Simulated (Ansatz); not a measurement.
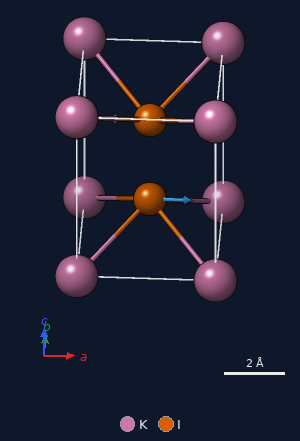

The lowest optical mode of solid KI₂ (a generated structure), space group P4/mmm (No. 123), at the zone centre. Displacements are drawn as blue arrows; their common scale and sign are arbitrary. Style: ball-and-stick. Shown: the cell of the calculation, from a free direction.

Computed with DFT PBE, scalar-relativistic, plane waves, PAW in Ansatz.

Input file:
```yaml
crystal:
  lattice:
    - [4.7121069401, 0.0, 0.0]
    - [0.0, 4.7121069401, 0.0]
    - [0.0, 0.0, 6.5421084642]
  atoms:
    - { symbol: K, position: [0.0, 0.0, 0.0] }
    - { symbol: I, position: [0.5, 0.5, 0.2518760829] }
    - { symbol: I, position: [0.5, 0.5, 0.7481239171] }
basis:
  ecutwfc: 420
kpoints:
  mp_grid: { grid: [10, 10, 8] }
hamiltonian:
  xc: pbe
scf:
  occupations: { method: fermi_dirac, width: 0.15 }
output:
  eigenvalues: true
phonons:
  method: dfpt
  eigenvectors: true
  qmesh: [2, 2, 1]
  temperatures: { t_max: 1000, t_step: 100 }
  qpath:
    path:
      - [[0.0, 0.0, 0.0], [0.0, 0.5, 0.0], [0.5, 0.5, 0.0], [0.0, 0.0, 0.0], [0.0, 0.0, 0.5], [0.0, 0.5, 0.5], [0.5, 0.5, 0.5], [0.0, 0.0, 0.5]]
      - [[0.0, 0.5, 0.0], [0.0, 0.5, 0.5]]
      - [[0.5, 0.5, 0.0], [0.5, 0.5, 0.5]]
    npoints: 8
```

Command:
```bash
ansatz run input.yaml --threads 1 --pin off --max-ram 2560MiB --backend cpu --events-out ev --progress --plain --runs-dir out
```

The frequencies depend somewhat on the k-mesh and the smearing.

**Is this crystal at a minimum with respect to the drawn distortion?**

Yes: this softest mode has a real frequency, and so have all others here. That speaks for this wave vector alone: the rest of the zone wasn't checked in this run. This is the E_g mode (doubly degenerate; one member of the set is drawn) at 1.64 THz, the lowest optical level, Raman-active by symmetry. The K atoms stay at rest; all motion is along a; atoms of one kind move against one another, with no net shift of their sublattice.

Limits of the set-up: an odd number of electrons was run without spin polarisation, which fails if the electron would localise.
